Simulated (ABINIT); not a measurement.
**MoS$_{2}$: positron calculation (part 2 of 2)**

The same run, continued: MoS$_{2}$ (P-3m1, 3 atoms in the cell); Kohn-Sham DFT of a periodic cell, PBEsol, JTH PAW PBE v2.0, no spin polarisation (ABINIT 10.8.3); cutoff 408.17 eV, 6×6×3 k-mesh, fermi-dirac of 0.05 eV. The structure derives from a Materials Project entry.

Geometry of the input (Å; fractional positions):
```
3.2275  0.0000  0.0000
-1.6137  2.7951  0.0000
0.0000  0.0000  6.3125
Mo 0.0000  0.0000  0.5000
S  0.6667  0.3333  0.7447
S  0.3333  0.6667  0.2553
```

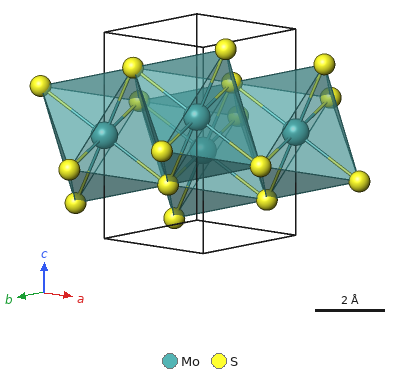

*The structure as given in the input (polyhedral view of the cell of the calculation, seen at an oblique angle; polyhedra are completed across the faces of the cell). An atom can appear more than once, as a periodic image.*

**What the program printed, continued**
```
 ----iterations are completed or convergence reached----

 Mean square residual over all n,k,spin=   22.570E-11; max=  63.141E-09
 reduced coordinates (array xred) for    3 atoms
       0.000000000000      0.000000000000      0.500000000000
       0.666666666667      0.333333333333      0.744680680000
       0.333333333333      0.666666666667      0.255319320000
 rms dE/dt=  2.0201E-03; max dE/dt=  4.2853E-03; dE/dt below (all hartree)
    1       0.000000000000      0.000000000000      0.000000000000
    2       0.000000000000      0.000000000000     -0.004285295904
    3       0.000000000000      0.000000000000      0.004285295904

 cartesian coordinates (angstrom) at end:
    1      0.00000000000000     0.00000000000000     3.15623671000000
    2      1.61373228080000     0.93168876670000     4.70077699888753
    3      0.00000000000000     1.86337753340000     1.61169642111247

 cartesian forces (hartree/bohr) at end:
    1      0.00000000000000     0.00000000000000     0.00000000000000
    2      0.00000000000000    -0.00000000000000     0.00035923809606
    3     -0.00000000000000    -0.00000000000000    -0.00035923809606
 frms,max,avg= 1.6934646E-04 3.5923810E-04   0.000E+00  0.000E+00  0.000E+00 h/b

 cartesian forces (eV/Angstrom) at end:
    1      0.00000000000000     0.00000000000000     0.00000000000000
    2      0.00000000000000    -0.00000000000000     0.01847276562837
    3     -0.00000000000000    -0.00000000000000    -0.01847276562837
 frms,max,avg= 8.7081452E-03 1.8472766E-02   0.000E+00  0.000E+00  0.000E+00 e/A
 length scales=  1.889726125908  1.889726125908  1.889726125908 bohr
              =  1.000000000000  1.000000000000  1.000000000000 angstroms
 Fermi (or HOMO) energy (hartree) =   0.27682   Average Vxc (hartree)=  -0.38866
 Eigenvalues (hartree) for nkpt=  17  k points:
 kpt#   1, nband= 17, wtk=  0.00926, kpt=  0.0000  0.0000  0.0000 (reduced coord)
  -1.98846   -1.03435   -1.03386   -1.03386   -0.26482   -0.21085    0.03402    0.13188
   0.13188    0.21362    0.24026    0.24459    0.24459    0.26998    0.26998    0.39809
   0.39809
      occupation numbers for kpt#   1
   2.00000    2.00000    2.00000    2.00000    2.00000    2.00000    2.00000    2.00000
   2.00000    2.00000    2.00000    2.00000    2.00000    1.95289    1.95289    0.00000
   0.00000
 prteigrs : prtvol=0 or 1, do not print more k-points.

--- !EnergyTerms
iteration_state     : {dtset: 1, }
comment             : Components of total free energy in Hartree
kinetic             :  1.85048728669311E+01
hartree             :  3.03096972913050E+01
xc                  : -1.11498685506498E+01
Ewald energy        : -5.70820386251232E+01
psp_core            :  2.31235719899446E+00
local_psp           : -8.50639947455589E+01
PAW spherical_terms :  1.26454077438032E+01
internal            : -8.95235668202980E+01
'-kT*entropy'       : -9.21018339168093E-05
total_energy        : -8.95236589221319E+01
total_energy_eV     : -2.43606286108359E+03
...

--- !EnergyTermsDC
iteration_state     : {dtset: 1, }
comment             : '"Double-counting" decomposition of free energy'
band_energy         : -8.97727836427729E+00
Ewald energy        : -5.70820386251232E+01
psp_core            :  2.31235719899446E+00
xc_dc               : -2.88858394174945E+01
PAW spherical_terms :  3.10923412619661E+00
internal            : -8.95235650817039E+01
'-kT*entropy'       : -9.21018339168093E-05
total_energy_dc     : -8.95236571835378E+01
total_energy_dc_eV  : -2.43606281377404E+03
...

--- !EnergyTermsWithPAWCore
iteration_state     : {dtset: 1, }
comment             : 'Components of total free energy, including PAW core contributions'
Total energy        : -4.84407895171230E+03
Total energy DC     : -4.84407894997371E+03
Total energy (eV)   : -1.31814103361070E+05
Total energy DC (eV): -1.31814103313761E+05
...

 Cartesian components of stress tensor (hartree/bohr^3)
  sigma(1 1)=  1.49514498E-04  sigma(3 2)=  0.00000000E+00
  sigma(2 2)=  1.49514498E-04  sigma(3 1)=  0.00000000E+00
  sigma(3 3)=  2.69613349E-05  sigma(2 1)=  0.00000000E+00

-Cartesian components of stress tensor (GPa)         [Pressure= -3.1970E+00 GPa]
- sigma(1 1)=  4.39886840E+00  sigma(3 2)=  0.00000000E+00
- sigma(2 2)=  4.39886841E+00  sigma(3 1)=  0.00000000E+00
- sigma(3 3)=  7.93229860E-01  sigma(2 1)=  0.00000000E+00

================================================================================
== DATASET  2 ==================================================================

--- !DatasetInfo
iteration_state: {dtset: 2, }
dimensions: {natom: 3, nkpt: 1, mband: 1, nsppol: 1, nspinor: 1, nspden: 1, mpw: 545, }
cutoff_energies: {ecut:  15.0, pawecutdg:  30.0, }
electrons: {nelect:   1.00000000E+00, charge:   0.00000000E+00, occopt:   2.00000000E+00, tsmear:   1.00000000E-02, }
meta: {optdriver: 0, ionmov: 0, optcell: 0, iscf: 17, paral_kgb: 0, }
...

 mkfilename : getden/=0, take file _DEN from output of DATASET   1.

 Real(R)+Recip(G) space primitive vectors, cartesian coordinates (Bohr,Bohr^-1):
 R(1)=  6.0990241  0.0000000  0.0000000  G(1)=  0.1639607  0.0946627  0.0000000
 R(2)= -3.0495121  5.2819098  0.0000000  G(2)=  0.0000000  0.1893255  0.0000000
 R(3)=  0.0000000  0.0000000 11.9288459  G(3)=  0.0000000  0.0000000  0.0838304
 Unit cell volume ucvol=  3.8428175E+02 bohr^3
 Angles (23,13,12)=  9.00000000E+01  9.00000000E+01  1.20000000E+02 degrees

 Coarse grid specifications (used for wave-functions):

 getcut: wavevector=  0.0000  0.0000  0.0000  ngfft=  24  24  45
         ecut(hartree)=     15.000   => boxcut(ratio)=   2.11565

 Fine grid specifications (used for densities):

 getcut: wavevector=  0.0000  0.0000  0.0000  ngfft=  32  32  60
         ecut(hartree)=     30.000   => boxcut(ratio)=   2.03999

--- Pseudopotential description ------------------------------------------------
- pspini: atom type   1  psp file is ./Mo.GGA_PBE-JTH.xml
 Pseudopotential format is: paw10
 basis_size (lnmax)=  6 (lmn_size= 18), orbitals=   0   0   1   1   2   2
 Spheres core radius: rc_sph= 2.20740211
 Shapefunction is SIN type: shapef(r)=[sin(pi*r/rshp)/(pi*r/rshp)]**2
 Radius for shape functions =  1.91008465
 Compensation charge density is not taken into account in XC energy/potential

- pspini: atom type   2  psp file is ./S.GGA_PBE-JTH.xml
 Pseudopotential format is: paw10
 basis_size (lnmax)=  4 (lmn_size=  8), orbitals=   0   0   1   1
 Spheres core radius: rc_sph= 1.90380259
 Shapefunction is SIN type: shapef(r)=[sin(pi*r/rshp)/(pi*r/rshp)]**2
 Radius for shape functions =  1.40128485
 Compensation charge density is not taken into account in XC energy/potential

--------------------------------------------------------------------------------

================================================================================

--- !BeginCycle
iteration_state: {dtset: 2, }
solver: {iscf: 17, nstep: 80, nline: 10, wfoptalg: 10, }
tolerances: {toldfe: 1.00E-07, }
...

     iter   Etot(hartree)      deltaE(h)  residm     nres2
 ETOT  1  -90.107202230523    -9.011E+01 1.185E-01 5.457E-01
 ETOT  2  -90.107471423969    -2.692E-04 3.022E-07 3.319E-01
 ETOT  3  -90.107471457176    -3.321E-08 7.693E-13 9.576E-02
 ETOT  4  -90.107471428277     2.890E-08 6.391E-17 1.607E-02

 At SCF step    4, etot is converged :
  for the second time, diff in etot=  2.890E-08 < toldfe=  1.000E-07

--- !ResultsGS
iteration_state: {dtset: 2, }
comment   : Summary of ground state results
lattice_vectors:
- [  6.0990241,   0.0000000,   0.0000000, ]
- [ -3.0495121,   5.2819098,   0.0000000, ]
- [  0.0000000,   0.0000000,  11.9288459, ]
lattice_lengths: [   6.09902,    6.09902,   11.92885, ]
lattice_angles: [ 90.000,  90.000, 120.000, ] # degrees, (23, 13, 12)
lattice_volume:   3.8428175E+02
convergence: {deltae:  2.890E-08, res2:  1.607E-02, residm:  6.391E-17, diffor:  0.000E+00, }
etotal    :  -9.01074714E+01
entropy   :   0.00000000E+00
fermie    :  -5.83814245E-01
cartesian_stress_tensor: null
pressure_GPa: null
xred      :
- [  0.0000E+00,   0.0000E+00,   5.0000E-01, Mo]
- [  6.6667E-01,   3.3333E-01,   7.4468E-01,  S]
- [  3.3333E-01,   6.6667E-01,   2.5532E-01,  S]
cartesian_forces: null
force_length_stats: {min: null, max: null, mean: null, }
...

 Integrated electronic density in atomic spheres:
 ------------------------------------------------
 Atom  Sphere_radius  Integrated_density
    1        2.20740          0.00393436
    2        1.90380          0.01434746
    3        1.90380          0.01434746

--------------------------------------------------------------------------------
 Results for electron-positron annihilation:

 # Zero-positron density limit of Arponen and Pajanne fitted by Sterne & Kaiser
   Ref.: P.A. Sterne and J.H. Kaiser, Phys. Rev. B 43, 13892 (1991)
 # Enhancement factor of Sterne & Kaiser
   Ref.: P.A. Sterne and J.H. Kaiser, Phys. Rev. B 43, 13892 (1991)

 Positron lifetime                         (ps)   =  2.37346423E+02
 Positron lifetime with IPM for core elec. (ps)   =  2.38114675E+02
 Annihilation rate                         (ns-1) =  4.21325078E+00
 Annihilation rate with IPM for core elec. (ns-1) =  4.19965717E+00

 Annihilation rate core/valence decomposition:
   Core    contribution to ann.rate          (ns-1) =  8.01087124E-02
   Valence contribution to ann.rate          (ns-1) =  4.13314206E+00
   Core    contribution to ann.rate with IPM (ns-1) =  6.42576376E-02
   Valence contribution to ann.rate with IPM (ns-1) =  4.13539953E+00

 Annihilation rate PAW decomposition:
   Plane-wave contribution to ann.rate          (ns-1) =  4.22719809E+00
   Plane-wave valence contribution to ann.rate  (ns-1) =  4.19956329E+00
   On-site core contribution to ann.rate        (ns-1) =  5.24739086E-02
   On-site valence contribution to ann.rate     (ns-1) = -6.64212244E-02
   Plane-wave contribution to ann.rate with IPM (ns-1) =  4.21813831E+00
   Plane-wave core contrb. to ann.rate with IPM (ns-1) =  1.40882385E-02

      (*) IPM=Independent particle Model

================================================================================

 ----iterations are completed or convergence reached----

 Mean square residual over all n,k,spin=   63.908E-18; max=  63.908E-18
 reduced coordinates (array xred) for    3 atoms
       0.000000000000      0.000000000000      0.500000000000
       0.666666666667      0.333333333333      0.744680680000
       0.333333333333      0.666666666667      0.255319320000
 rms dE/dt=  0.0000E+00; max dE/dt=  0.0000E+00; dE/dt below (all hartree)
    1       0.000000000000      0.000000000000      0.000000000000
    2       0.000000000000      0.000000000000      0.000000000000
    3       0.000000000000      0.000000000000      0.000000000000

 cartesian coordinates (angstrom) at end:
    1      0.00000000000000     0.00000000000000     3.15623671000000
    2      1.61373228080000     0.93168876670000     4.70077699888753
    3      0.00000000000000     1.86337753340000     1.61169642111247
 length scales=  1.889726125908  1.889726125908  1.889726125908 bohr
              =  1.000000000000  1.000000000000  1.000000000000 angstroms
 Fermi (or HOMO) energy (hartree) =  -0.58381   Average Vxc (hartree)=  -0.33737
 Eigenvalues (hartree) for nkpt=   1  k points:
 kpt#   1, nband=  1, wtk=  1.00000, kpt=  0.0000  0.0000  0.0000 (reduced coord)
  -0.58381

--- !EnergyTerms
iteration_state     : {dtset: 2, }
comment             : Components of total free energy in Hartree
kinetic             :  7.78701932826922E-02
local_psp           : -2.05160626257394E+00
PAW spherical_terms :  1.70779771232116E-02
positronic          : -1.95665809216803E+00
electronic          : -8.95236571835378E+01
electron_positron_interaction:  1.40248311171735E+00
total_energy        : -9.00778321639885E+01
total_energy_eV     : -2.45114268321494E+03
...

--- !EnergyTermsDC
iteration_state     : {dtset: 2, }
comment             : '"Double-counting" decomposition of free energy'
band_energy         : -5.83814244738733E-01
PAW spherical_terms :  0.00000000000000E+00
electron_positron_dc: -1.40248311171732E+00
positronic          : -1.98629735645606E+00
electronic          : -8.95236571835378E+01
electron_positron_interaction:  1.40248311171735E+00
total_energy_dc     : -9.01074714282765E+01
total_energy_dc_eV  : -2.45194920868353E+03
...

== END DATASET(S) ==============================================================
================================================================================

 -outvars: echo values of variables after computation  --------
            acell      1.8897261259E+00  1.8897261259E+00  1.8897261259E+00 Bohr
           etotal1    -8.9523657184E+01
           etotal2    -9.0107471428E+01
            fcart1     2.9432525356E-28  4.4181478738E-28  3.6140072416E-20
                       1.1773010142E-28 -6.7971505750E-29  3.5923809606E-04
                      -4.1205535498E-28 -3.7384328163E-28 -3.5923809606E-04
            fcart2     9.9999999999E+99  9.9999999999E+99  9.9999999999E+99
                       9.9999999999E+99  9.9999999999E+99  9.9999999999E+99
                       9.9999999999E+99  9.9999999999E+99  9.9999999999E+99
            rprim      3.2274645616E+00  0.0000000000E+00  0.0000000000E+00
                      -1.6137322808E+00  2.7950663001E+00  0.0000000000E+00
                       0.0000000000E+00  0.0000000000E+00  6.3124734200E+00
           strten1     1.4951449808E-04  1.4951449834E-04  2.6961334925E-05
                       0.0000000000E+00  0.0000000000E+00  0.0000000000E+00
           strten2     9.9999999999E+99  9.9999999999E+99  9.9999999999E+99
                       9.9999999999E+99  9.9999999999E+99  9.9999999999E+99
           xangst      0.0000000000E+00  0.0000000000E+00  3.1562367100E+00
                       1.6137322808E+00  9.3168876670E-01  4.7007769989E+00
                       2.7610810845E-16  1.8633775334E+00  1.6116964211E+00
             xred      0.0000000000E+00  0.0000000000E+00  5.0000000000E-01
                       6.6666666667E-01  3.3333333333E-01  7.4468068000E-01
                       3.3333333333E-01  6.6666666667E-01  2.5531932000E-01
 Calculation completed.
```
